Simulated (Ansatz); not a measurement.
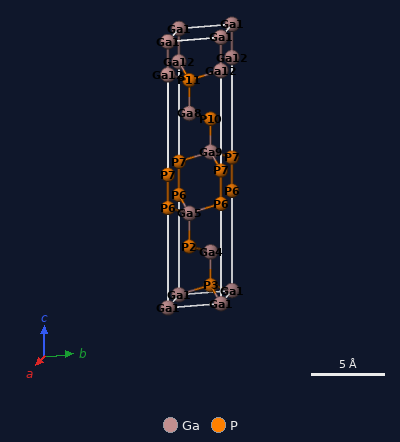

Fig. 1: The input geometry (ball-and-stick view of the cell of the calculation, seen slightly off an axis; atoms are numbered from 1 in the order of the input).

**Geometry relaxation of GaP (part 1 of 2)**

GaP (interface cell, 12 atoms in the cell), computed with DFT PBEsol, scalar-relativistic, plane waves, PAW, no spin polarisation (Ansatz 0.2.0).

The structure derives from an entry of the Crystallography Open Database. It belongs to a series of runs on one base structure; here: antiphase boundary on (1 1 1), species swapped. Figures and captions count atoms from 1; the log counts them from 0 in places.

**Input**
```yaml
crystal:
  lattice:
    - [3.8455650058, 0.0, 0.0]
    - [-1.9227825029, 3.3303569869, 0.0]
    - [0.0, 0.0, 18.8393440737]
  atoms:
    - { symbol: Ga, position: [0.0, 0.0, 0.0] }
    - { symbol: P, position: [0.6666666667, 0.3333333333, 0.2083333333] }
    - { symbol: P, position: [0.3333333333, 0.6666666667, 0.0416666667] }
    - { symbol: Ga, position: [0.3333333333, 0.6666666667, 0.1666666667] }
    - { symbol: Ga, position: [0.6666666667, 0.3333333333, 0.3333333333] }
    - { symbol: P, position: [0.0, 0.0, 0.375] }
    - { symbol: P, position: [1.0, 0.0, 0.5] }
    - { symbol: Ga, position: [0.6666666667, 0.3333333333, 0.7083333333] }
    - { symbol: Ga, position: [0.3333333333, 0.6666666667, 0.5416666667] }
    - { symbol: P, position: [0.3333333333, 0.6666666667, 0.6666666667] }
    - { symbol: P, position: [0.6666666667, 0.3333333333, 0.8333333333] }
    - { symbol: Ga, position: [0.0, 0.0, 0.875] }
basis:
  ecutwfc: 420
kpoints:
  mp_grid: { grid: [12, 12, 2] }
hamiltonian:
  xc: pbesol
scf:
  occupations: { method: gaussian, width: 0.05 }
output:
  forces: true
  stress: true
  eigenvalues: true
  populations: true
  write_density: true
  write_potential: true
  elf: true
  volumetric_format: npy
relax:
  adjacent_minimum: "off"
  f_tol: 0.02
  max_steps: 45
  cell: { fix: [a, b, alpha, beta, gamma], stress_tol: 0.1 }
```

Launch command:
```bash
ansatz run input.yaml --threads 2 --pin off --max-ram 5120MiB --backend cpu --events-out ev --progress --plain --runs-dir out
```

**Output**
```
Engine: ansatz 0.2.0, x86_64-unknown-linux-gnu
Pseudopotentials: kind: paw
Pseudopotential: Ga, paw, valence charge 13, recommended cutoff 420 eV (normal), Ga.paw.azcp
Pseudopotential: P, paw, valence charge 5, recommended cutoff 420 eV (normal), P.paw.azcp
Functional definition: PBEsol
  exchange = pbesol_x
  correlation = pbesol_c
Crystal: 12 atoms, lattice volume = 241.277 Å³
Basis set: ecut = 420 eV, 4647 PW (Γ), exchange–correlation on 54×54×256 points (8 copies of the dense FFT grid, shifted against one another)
Bands: 66, of which v1, the nominal top of the filled ones, is band 54 counted from 1 (53 counted from 0)
Symmetry: 12 space group operations
Space group: P-3m1 (ITA 164), of the structure as read, at distance tolerance 6.2e-5 Å
k-points: 38 of 288
Non-local potential: Ga, projectors of the file, l = 0: 2, l = 1: 2, l = 2: 3, l = 3: 1
Non-local potential: P, projectors of the file, l = 0: 2, l = 1: 2, l = 2: 2
PAW form: soft (Blöchl's): semilocal exchange-correlation on the pseudo side does not see the compensation charge
PAW frozen core: Ga, regenerated for the run's functional, and the local potential with it (the file was generated under x = pbe(κ = 0.804, μ = 0.2195149727645171), c = pbe(β = 0.06672455060314922))
PAW frozen core: P, regenerated for the run's functional, and the local potential with it (the file was generated under x = pbe(κ = 0.804, μ = 0.2195149727645171), c = pbe(β = 0.06672455060314922))
PAW one-centre angular grid: Ga, 590 points (default); XC on 64 Gauss nodes
PAW one-centre angular grid: P, 110 points (default); XC on 64 Gauss nodes
Initial density: superposition of atomic densities (neutral atoms: chi_scale 0, normalization atom), corrected by the library's trained network
Initial wavefunctions: pseudopotential atomic-orbital guess
Functional: x = pbesol(κ = 0.804, μ = 0.12345679012345678), c = pbesol(β = 0.046)
SCF iter   1: F=—  HF=-26903.343742 eV  |F-HF|=—  |Δ(HF+E_count)|=         —  Δρ=5.10e-3  dr2=1.20e0  ethr=1.77e-3  ⟨swp⟩=8.0  Hψ=11327  notcnv=0  defer=13
preconditioner: auto → Resta (q_TF=auto, 2.386 Å⁻¹)  ε∞=4.3  [insulator: Δε(μ)=0.460 eV  Ē_g=13.710 eV  σ=0.050 eV  W_gap=1.00  n_scr=68 (ndim 8)  ℏωp=24.8 eV  f_vac=0.009  D(μ)=0.00/eV (n_scr^D=0)  ε∞_Penn≈4.3]
SCF iter   2: F=—  HF=-26903.221952 eV  |F-HF|=—  |Δ(HF+E_count)|=   1.22e-1  Δρ=3.13e-3  dr2=1.32e-1  ethr=1.11e-3  ⟨swp⟩=1.9  Hψ=2951  notcnv=0  defer=146
SCF iter   3: F=—  HF=-26903.202465 eV  |F-HF|=—  |Δ(HF+E_count)|=   1.95e-2  Δρ=1.26e-3  dr2=6.40e-3  ethr=1.22e-4  ⟨swp⟩=3.0  Hψ=3182  notcnv=0  defer=197
SCF iter   4: F=—  HF=-26903.201999 eV  |F-HF|=—  |Δ(HF+E_count)|=   4.66e-4  Δρ=6.74e-4  dr2=1.17e-3  ethr=5.93e-6  ⟨swp⟩=2.1  Hψ=4921  notcnv=0  defer=191
SCF iter   5: F=—  HF=-26903.201233 eV  |F-HF|=—  |Δ(HF+E_count)|=   7.66e-4  Δρ=2.21e-4  dr2=1.31e-4  ethr=1.09e-6  ⟨swp⟩=2.0  Hψ=4351  notcnv=0  defer=191
SCF iter   6: F=—  HF=-26903.201293 eV  |F-HF|=—  |Δ(HF+E_count)|=   6.00e-5  Δρ=6.39e-5  dr2=5.05e-5  ethr=1.21e-7  ⟨swp⟩=2.9  Hψ=4770  notcnv=0  defer=191
SCF iter   7: F=—  HF=-26903.201375 eV  |F-HF|=—  |Δ(HF+E_count)|=   8.14e-5  Δρ=1.84e-5  dr2=6.88e-6  ethr=4.67e-8  ⟨swp⟩=2.0  Hψ=2718  notcnv=0  defer=191
SCF iter   8: F=—  HF=-26903.201374 eV  |F-HF|=—  |Δ(HF+E_count)|=   1.72e-7  Δρ=8.51e-6  dr2=2.07e-7  ethr=6.37e-9  ⟨swp⟩=2.0  Hψ=3582  notcnv=0  defer=191
SCF iter   9: F=-26903.201374 eV  HF=-26903.201374 eV  |F-HF|=4.18e-9  |Δ(HF+E_count)|=   7.95e-8  Δρ=2.35e-6  dr2=1.71e-8  ethr=9.26e-11  ⟨swp⟩=19.3  Hψ=20400  notcnv=0
SCF 1 converged in 9 iterations: F = -26903.201374 eV  dr2 = 1.71e-8
  greatest PAW one-centre occupation: 0.994 electrons in one spin orbital (limit 2), on the Ga atom at site 7 (counted from 0), in its partial waves of l = 2
relax step   1: F+E_penalty+E_count = -26903.20137429 eV  Δ(F+E_penalty+E_count) = +0.000e0 eV  max|allowed force component| = 1.091e0 eV/Å  Δτ_max = 0.0000 Å  P = +0.557 GPa  Ω = 241.277 Å³  fix = [a, b, alpha, beta, gamma]  reactions: a +1.396, b +1.396 GPa  (9 SCF iters, dr2 threshold 1.00e-7 eV, accepted)
Crystal: 12 atoms, lattice volume = 242.534 Å³
Basis set: ecut = 420 eV, 4707 PW (Γ), exchange–correlation on 54×54×256 points (8 copies of the dense FFT grid, shifted against one another)
Initial density: handed on by an earlier stage of this run
Initial wavefunctions: those handed on with the density
iter 1 solved again at ethr=4.95e-5 eV; its pass at ethr=3.10e-3 eV (dr2=5.34e-2 eV) is discarded
SCF iter   1: F=—  HF=-26903.373799 eV  |F-HF|=—  |Δ(HF+E_count)|=         —  Δρ=5.90e-3  dr2=5.50e-2  ethr=4.95e-5  ⟨swp⟩=2.8  Hψ=11842  notcnv=0
preconditioner: auto → Resta (q_TF=auto, 2.384 Å⁻¹)  ε∞=4.3  [insulator: Δε(μ)=0.052 eV  Ē_g=13.630 eV  σ=0.050 eV  W_gap=0.52  n_scr=68 (ndim 8)  ℏωp=24.8 eV  f_vac=0.004  D(μ)=0.50/eV (n_scr^D=2)  ε∞_Penn≈4.3]
SCF iter   2: F=—  HF=-26903.365805 eV  |F-HF|=—  |Δ(HF+E_count)|=   7.99e-3  Δρ=3.16e-3  dr2=1.57e-2  ethr=4.95e-5  ⟨swp⟩=1.8  Hψ=2602  notcnv=0
SCF iter   3: F=—  HF=-26903.363170 eV  |F-HF|=—  |Δ(HF+E_count)|=   2.64e-3  Δρ=4.81e-4  dr2=5.70e-4  ethr=1.45e-5  ⟨swp⟩=2.5  Hψ=3390  notcnv=0
SCF iter   4: F=—  HF=-26903.363209 eV  |F-HF|=—  |Δ(HF+E_count)|=   3.92e-5  Δρ=1.22e-4  dr2=3.42e-5  ethr=5.28e-7  ⟨swp⟩=2.1  Hψ=4588  notcnv=0
SCF iter   5: F=—  HF=-26903.363209 eV  |F-HF|=—  |Δ(HF+E_count)|=   2.14e-7  Δρ=7.64e-5  dr2=1.03e-5  ethr=3.17e-8  ⟨swp⟩=2.1  Hψ=4589  notcnv=0
SCF iter   6: F=—  HF=-26903.363202 eV  |F-HF|=—  |Δ(HF+E_count)|=   6.67e-6  Δρ=2.19e-5  dr2=1.66e-6  ethr=9.55e-9  ⟨swp⟩=2.0  Hψ=4561  notcnv=0
SCF iter   7: F=-26903.363202 eV  HF=-26903.363202 eV  |F-HF|=1.48e-8  |Δ(HF+E_count)|=   3.11e-7  Δρ=6.23e-6  dr2=1.05e-7  ethr=1.11e-9  ⟨swp⟩=15.1  Hψ=21088  notcnv=0
SCF 2 converged in 7 iterations: F = -26903.363202 eV  dr2 = 1.05e-7
  Residual-converged pass: ⟨swp⟩=1.0  Hψ=2661  notcnv=0  max |occ|·‖R‖ = 7.1e-9 eV (tolerance 1.0e-8 eV)  dr2=1.05e-7  dr2_onsite=3.47e-8  max |Δocc| = 1.9e-10
relax step   2: F+E_penalty+E_count = -26903.36320222 eV  Δ(F+E_penalty+E_count) = -1.618e-1 eV  max|allowed force component| = 5.612e-1 eV/Å  Δτ_max = 0.0850 Å  P = +0.111 GPa  Ω = 242.534 Å³  energy of the carried Pulay correction = -3.112e-4 eV  fix = [a, b, alpha, beta, gamma]  reactions: a +0.709, b +0.709 GPa  (7 SCF iters, dr2 threshold 1.20e-6 eV, accepted)
Crystal: 12 atoms, lattice volume = 242.106 Å³
Basis set: ecut = 420 eV, 4695 PW (Γ), exchange–correlation on 54×54×256 points (8 copies of the dense FFT grid, shifted against one another)
iter 1 solved again at ethr=7.99e-6 eV; its pass at ethr=3.10e-3 eV (dr2=8.63e-3 eV) is discarded
SCF iter   1: F=—  HF=-26903.386762 eV  |F-HF|=—  |Δ(HF+E_count)|=         —  Δρ=1.79e-3  dr2=1.15e-2  ethr=7.99e-6  ⟨swp⟩=3.1  Hψ=11704  notcnv=0
preconditioner: auto → Kerker (q_TF=auto, 2.385 Å⁻¹)  [metal: Δε(μ)=0.037 eV  Ē_g=13.641 eV  σ=0.050 eV  W_gap=0.36  n_scr=68 (ndim 8)  ℏωp=24.8 eV  f_vac=0.004  D(μ)=0.56/eV (n_scr^D=2)]
SCF iter   2: F=—  HF=-26903.385544 eV  |F-HF|=—  |Δ(HF+E_count)|=   1.22e-3  Δρ=1.02e-3  dr2=4.53e-3  ethr=7.99e-6  ⟨swp⟩=1.4  Hψ=2549  notcnv=0
SCF iter   3: F=—  HF=-26903.384989 eV  |F-HF|=—  |Δ(HF+E_count)|=   5.55e-4  Δρ=1.22e-4  dr2=4.50e-4  ethr=4.20e-6  ⟨swp⟩=2.0  Hψ=3267  notcnv=0
SCF iter   4: F=—  HF=-26903.385063 eV  |F-HF|=—  |Δ(HF+E_count)|=   7.43e-5  Δρ=9.69e-5  dr2=2.38e-4  ethr=4.17e-7  ⟨swp⟩=2.0  Hψ=3657  notcnv=0
SCF iter   5: F=—  HF=-26903.385040 eV  |F-HF|=—  |Δ(HF+E_count)|=   2.32e-5  Δρ=5.31e-5  dr2=1.29e-4  ethr=2.21e-7  ⟨swp⟩=2.0  Hψ=3654  notcnv=0
SCF iter   6: F=—  HF=-26903.385026 eV  |F-HF|=—  |Δ(HF+E_count)|=   1.41e-5  Δρ=3.83e-5  dr2=2.17e-5  ethr=1.19e-7  ⟨swp⟩=1.9  Hψ=2726  notcnv=0
SCF iter   7: F=—  HF=-26903.385025 eV  |F-HF|=—  |Δ(HF+E_count)|=   1.26e-6  Δρ=1.30e-5  dr2=3.21e-6  ethr=2.01e-8  ⟨swp⟩=1.8  Hψ=2761  notcnv=0
SCF iter   8: F=-26903.385024 eV  HF=-26903.385025 eV  |F-HF|=1.43e-6  |Δ(HF+E_count)|=   1.72e-7  Δρ=1.23e-5  dr2=1.09e-6  ethr=1.11e-9  ⟨swp⟩=14.9  Hψ=23794  notcnv=0
SCF 3 converged in 8 iterations: F = -26903.385024 eV  dr2 = 1.09e-6
relax step   3: F+E_penalty+E_count = -26903.38502357 eV  Δ(F+E_penalty+E_count) = -2.182e-2 eV  max|allowed force component| = 2.461e-1 eV/Å  Δτ_max = 0.0359 Å  P = +0.397 GPa  Ω = 242.106 Å³  energy of the carried Pulay correction = -2.055e-4 eV  fix = [a, b, alpha, beta, gamma]  reactions: a +0.378, b +0.378 GPa  (8 SCF iters, dr2 threshold 1.20e-6 eV, accepted)
Crystal: 12 atoms, lattice volume = 242.295 Å³
iter 1 solved again at ethr=4.79e-7 eV; its pass at ethr=3.10e-3 eV (dr2=5.17e-4 eV) is discarded
SCF iter   1: F=—  HF=-26903.387992 eV  |F-HF|=—  |Δ(HF+E_count)|=         —  Δρ=4.64e-4  dr2=6.47e-4  ethr=4.79e-7  ⟨swp⟩=3.0  Hψ=10877  notcnv=0
preconditioner: auto → Resta (q_TF=auto, 2.385 Å⁻¹)  ε∞=4.3  [insulator: Δε(μ)=0.056 eV  Ē_g=13.643 eV  σ=0.050 eV  W_gap=0.55  n_scr=68 (ndim 8)  ℏωp=24.8 eV  f_vac=0.003  D(μ)=0.51/eV (n_scr^D=2)  ε∞_Penn≈4.3]
SCF iter   2: F=—  HF=-26903.387874 eV  |F-HF|=—  |Δ(HF+E_count)|=   1.18e-4  Δρ=2.32e-4  dr2=1.19e-4  ethr=4.79e-7  ⟨swp⟩=2.0  Hψ=3074  notcnv=0
SCF iter   3: F=—  HF=-26903.387850 eV  |F-HF|=—  |Δ(HF+E_count)|=   2.45e-5  Δρ=4.06e-5  dr2=4.73e-6  ethr=1.10e-7  ⟨swp⟩=2.1  Hψ=3470  notcnv=0
SCF iter   4: F=—  HF=-26903.387850 eV  |F-HF|=—  |Δ(HF+E_count)|=   1.82e-7  Δρ=2.00e-5  dr2=6.60e-7  ethr=4.38e-9  ⟨swp⟩=2.0  Hψ=4602  notcnv=0
iter 5 did not close the SCF: its close was put off for the readings that it lacked (scf_convergence_deferred on its scf_iter line)
SCF iter   5: F=-26903.387850 eV  HF=-26903.387850 eV  |F-HF|=9.71e-9  |Δ(HF+E_count)|=   6.35e-7  Δρ=5.64e-6  dr2=1.06e-7  ethr=6.12e-10  ⟨swp⟩=2.0  Hψ=4606  notcnv=0
SCF iter   6: F=-26903.387850 eV  HF=-26903.387850 eV  |F-HF|=1.57e-9  |Δ(HF+E_count)|=   2.27e-8  Δρ=1.85e-6  dr2=1.43e-8  ethr=9.84e-11  ⟨swp⟩=11.0  Hψ=19403  notcnv=0
SCF 4 converged in 6 iterations: F = -26903.387850 eV  dr2 = 1.43e-8
relax step   4: F+E_penalty+E_count = -26903.38784959 eV  Δ(F+E_penalty+E_count) = -2.826e-3 eV  max|allowed force component| = 9.027e-3 eV/Å  Δτ_max = 0.0098 Å  P = +0.288 GPa  Ω = 242.295 Å³  energy of the carried Pulay correction = -2.522e-4 eV  fix = [a, b, alpha, beta, gamma]  reactions: a +0.431, b +0.431 GPa  (6 SCF iters, dr2 threshold 1.20e-6 eV, accepted)
Initial wavefunctions: pseudopotential atomic-orbital guess (no wavefunctions were taken with the density)
iter 1 solved again at ethr=5.20e-6 eV; its pass at ethr=3.10e-3 eV (dr2=5.61e-3 eV) is discarded
SCF iter   1: F=—  HF=-26903.387330 eV  |F-HF|=—  |Δ(HF+E_count)|=         —  Δρ=2.02e-4  dr2=2.10e-6  ethr=5.20e-6  ⟨swp⟩=3.2  Hψ=16794  notcnv=0
eigensolver tolerance schedule: the retry pair's looser diagonalisation over-reported the residual by 2675.02 of it (diagonalisation noise at an unbounded share of the residual, at the tolerance the schedule requests for it); recorded, not acted on — ethr = c·dr2/N_el stays at c = 1.0e-1
preconditioner: auto → Resta (q_TF=auto, 2.385 Å⁻¹)  ε∞=4.3  [insulator: Δε(μ)=0.055 eV  Ē_g=13.642 eV  σ=0.050 eV  W_gap=0.54  n_scr=68 (ndim 8)  ℏωp=24.8 eV  f_vac=0.003  D(μ)=0.52/eV (n_scr^D=2)  ε∞_Penn≈4.3]
SCF iter   2: F=—  HF=-26903.387909 eV  |F-HF|=—  |Δ(HF+E_count)|=   5.79e-4  Δρ=1.02e-4  dr2=5.46e-7  ethr=1.94e-9  ⟨swp⟩=3.1  Hψ=5247  notcnv=0
SCF iter   3: F=—  HF=-26903.388077 eV  |F-HF|=—  |Δ(HF+E_count)|=   1.68e-4  Δρ=5.81e-6  dr2=2.30e-8  ethr=5.05e-10  ⟨swp⟩=2.0  Hψ=4194  notcnv=0
SCF iter   4: F=—  HF=-26903.388077 eV  |F-HF|=—  |Δ(HF+E_count)|=   3.17e-7  Δρ=6.19e-7  dr2=9.00e-10  ethr=2.13e-11  ⟨swp⟩=2.0  Hψ=4597  notcnv=0
iter 5 did not close the SCF: its close was put off for the readings that it lacked (scf_convergence_deferred on its scf_iter line)
SCF iter   5: F=-26903.388077 eV  HF=-26903.388077 eV  |F-HF|=8.73e-11  |Δ(HF+E_count)|=  9.20e-10  Δρ=3.13e-7  dr2=3.81e-10  ethr=1.00e-12  ⟨swp⟩=2.1  Hψ=4312  notcnv=0
SCF iter   6: F=-26903.388077 eV  HF=-26903.388077 eV  |F-HF|=7.28e-12  |Δ(HF+E_count)|=  1.67e-10  Δρ=9.63e-8  dr2=3.30e-11  ethr=1.00e-12  ⟨swp⟩=8.4  Hψ=15042  notcnv=0
SCF 5 converged in 6 iterations: F = -26903.388077 eV  dr2 = 3.30e-11
relax step   5: F+E_penalty+E_count = -26903.38807711 eV  Δ(F+E_penalty+E_count) = -2.275e-4 eV  max|allowed force component| = 8.999e-3 eV/Å  Δτ_max = 0.0000 Å  P = +0.289 GPa  Ω = 242.295 Å³  fix = [a, b, alpha, beta, gamma]  reactions: a +0.431, b +0.431 GPa  stress off target by 3.01e-3 GPa on what of the cell is left free  SCF on the basis re-selected at this cell (its energy is not comparable with the rows above)  (6 SCF iters)
```

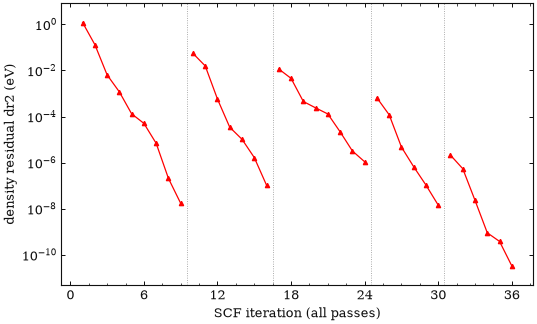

Fig. 2: Convergence of the self-consistent field: density residual dr2 against the SCF iteration. The dotted lines part the SCF passes of the relaxation: geometry steps, rejected trials and re-solves on a re-selected basis. The 5 passes take 6 to 9 iterations each, 36 in all.

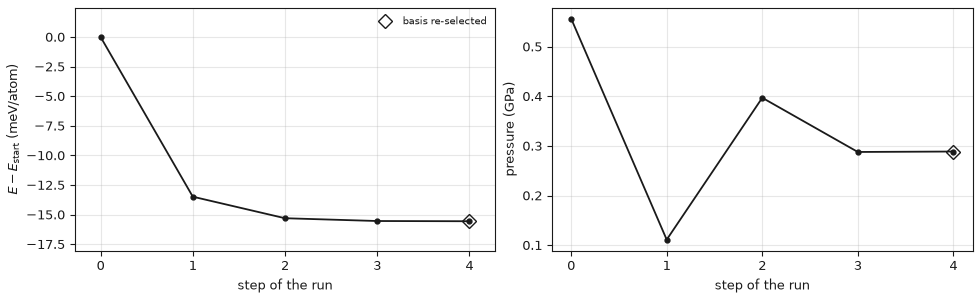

Fig. 3: Progress of the relaxation, step by step (the first geometry is step 0 here and step 1 in the log).

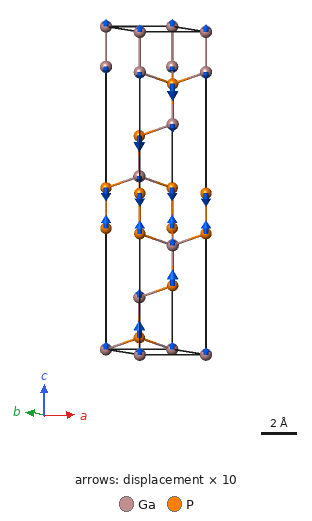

Fig. 4: The starting structure with the displacements (without the part carried along by the change of the cell) as blue arrows, magnified 10 times (ball-and-stick view of the cell of the calculation, seen at an oblique angle). The largest moves relative to the cell, 0.10 Å, are those of P3 and P11. By element the largest moves are P 0.10 Å, Ga 0.05 Å. The volume changes by +0.4 %, with a = b stay at 3.846 Å, c 18.839 → 18.919 Å (+0.4 %). Among the contacts that change: P6–P7 2.355 → 2.207 Å, Ga1–Ga12 2.355 → 2.453 Å, Ga8–P11 2.355 → 2.312 Å, Ga1–P3 2.355 → 2.376 Å. Over 3 geometry steps the energy falls by 15.5 meV per atom. Largest force component: 1.1 eV/Å at the start, 0.009 eV/Å at the end. The pressure goes from 0.56 to 0.29 GPa. A last SCF at the same geometry on a re-selected plane-wave basis shifts the energy by next to nothing (0.0 meV per atom). (Atoms are counted from 1 in the order of the input.)

```
basis re-selected at this cell: Δ(F+E_penalty+E_count) = -2.275e-4 eV, ΔP = +0.001 GPa vs the last step (what re-selecting the basis moved, of the pressure what is left beyond the Pulay correction that the steps carried, after the strain that the cell walked since its last selection, with what the two solves' SCF thresholds leave and, on support functions, any second-order correction that the steps lacked; it is no measure of the basis error at this ecutwfc). This SCF's stress stands 3.01e-3 GPa from its target on what of the cell is left free (relax.cell.stress_tol is 1.00e-1 GPa) and its largest allowed force component is 9.00e-3 eV/Å (relax.f_tol is 2.00e-2 eV/Å): within both
SCF converged after 6 iterations
Free energy (F): -26903.388077 eV
Harris-Foulkes:  -26903.388077 eV  (|F-HF|=7.28e-12)
Internal energy: -26903.387431 eV  (E = F + TS)
E sigma→0 (E₀):  -26903.387754 eV
Entropy (-TS):   -0.000646 eV (-0.054 meV/atom)
Fermi energy:    7.615052 eV
```
